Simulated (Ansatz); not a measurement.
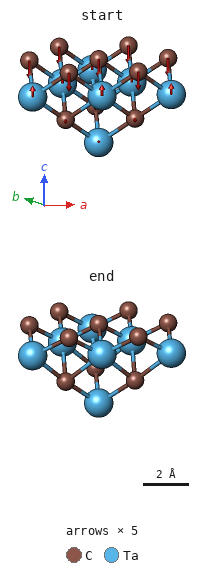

The structure of a slab of composition Ta₃C₄ (cut from the Fm-3m phase) before (top) and after (bottom) a constrained relaxation, at one scale. The red arrows give the displacements, magnified 5 times.

A ball-and-stick model of the atoms within 4.2 Å of the atom that moves most (axes of the 3 × 3 repeat of the cell, outlined in the plane, without the vacuum), seen from a free direction.

Case: clean slab, lower half held. The slab is the (1 1 1) face of TaC. 3 atoms are held fixed.

Theory: DFT PBEsol, scalar-relativistic, plane waves, PAW in Ansatz 0.2.0. Settings: plane-wave cutoff 420 eV; k-point mesh 9 × 9 × 1; occupations gaussian; smearing width 0.1 eV; no spin polarisation; dipole correction; atoms relaxed in a fixed cell; force threshold 0.03 eV/Å; at most 70 steps.

> Describe what moved and what it gained.

The largest move is that of a C atom, 0.18 Å along the normal (−c). Largest moves by element: C 0.18 Å, Ta 0.11 Å. The cell stays as it was. Among the contacts that change: C–Ta 2.220 → 2.069 Å, C–Ta 2.220 → 2.307 Å, Ta–Ta 3.139 → 3.208 Å, C–Ta 2.220 → 2.184 Å. Bond angles that change, for instance: Ta–C–Ta 90.0° → 98.7°. The energy falls by 0.470 eV per cell of the calculation in 4 geometry steps. Largest force component: 3.5 eV/Å at the start, 0.0079 eV/Å at the end. Cost: 13 s on 1 thread of AMD EPYC 9R45 96-Core Processor (Zen 5), with other jobs on the host, peak memory 0.49 GiB.
